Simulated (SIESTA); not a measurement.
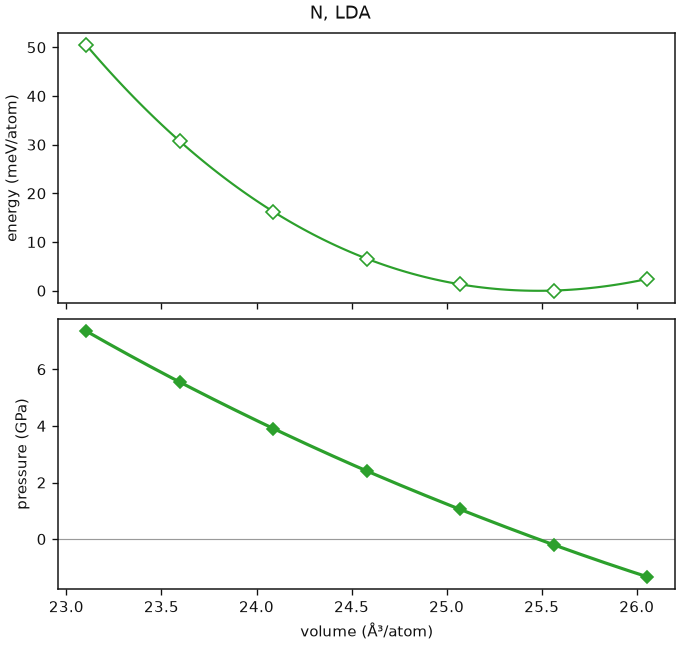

The figure shows the energy and pressure against volume for N, space group P2_13 (No. 198).

Cell as given: a = 5.815 Å, b = 5.815 Å, c = 5.815 Å, α = 90.00°, β = 90.00°, γ = 90.00°; 8 atoms.

Calculation (SIESTA 5.4.2): DFT in numerical atomic orbitals with pseudopotentials, no spin polarisation; energies at scaled volumes of the given cell, shape and fractions fixed, counted from the fit's minimum, third-order Birch-Murnaghan fit. Level: LDA.

```
         setting                                                                     value
          k mesh                                                                     4×4×4
     occupations                                                               Fermi–Dirac
  smearing width                                                                   0.05 eV
      potentials  PseudoDojo 0.4 standard, converted to PSML, two zetas on semicore shells
program settings                                             basis DZP, mesh cutoff 800 Ry
```

### What equilibrium volume and bulk modulus follow from the curve?

A third-order Birch–Murnaghan fit gives V0 = 25.48 Å³/atom, B0 = 62.6 GPa and B′ = 3.7.

### How does the pressure vary with volume?

It falls from 7.35 GPa at volume 23.11 Å³/atom to −1.33 GPa at 26.05 Å³/atom, and changes sign near 25.48 Å³/atom.

Note: mulliken charges of long orbitals; shape and atomic fractions are frozen while scaling, which makes layered, chain and framework solids too stiff.
